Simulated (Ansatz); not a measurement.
System BN (space group P6_3mc, No. 186); source of the atomic positions: the geometry relaxed with Ansatz 0.2.0, DFT PBE, scalar-relativistic, plane waves, PAW; the starting structure was generated, so it need not be a known form of this composition.

```cif
data_structure
_symmetry_space_group_name_H-M 'P 1'
_symmetry_Int_Tables_number 1
_cell_length_a 2.5545
_cell_length_b 2.5545
_cell_length_c 4.2245
_cell_angle_alpha 90.000
_cell_angle_beta 90.000
_cell_angle_gamma 120.000
_cell_volume 23.87
loop_
_atom_site_label
_atom_site_type_symbol
_atom_site_fract_x
_atom_site_fract_y
_atom_site_fract_z
_atom_site_occupancy
B1 B 0.33333 0.66667 0.31269 1
B2 B 0.66667 0.33333 0.81269 1
N1 N 0.66667 0.33333 0.18731 1
N2 N 0.33333 0.66667 0.68731 1
```

Bonds are taken as B–N below 1.8 Å. Simplification: prune 0- and 1-connected atoms, fold 2-connected ones into links.

Derive the underlying net.

The result is a uninodal 4-connected, three-periodic net: B and N are 4-connected nodes. It is the lon net, known from lonsdaleite, wurtzite and tridymite. It is a single net, without interpenetration.

| node | links | point symbol | coordination sequence |
| --- | --- | --- | --- |
| B and N | 4 | 6⁶ | 4 12 25 44 67 96 130 170 |

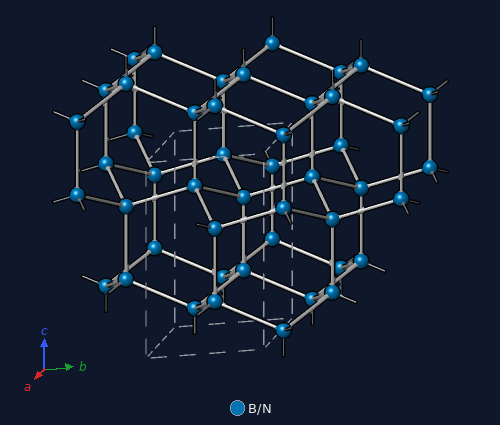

Nodes are coloured by topological kind. Edges to nodes outside the piece are drawn as stubs.
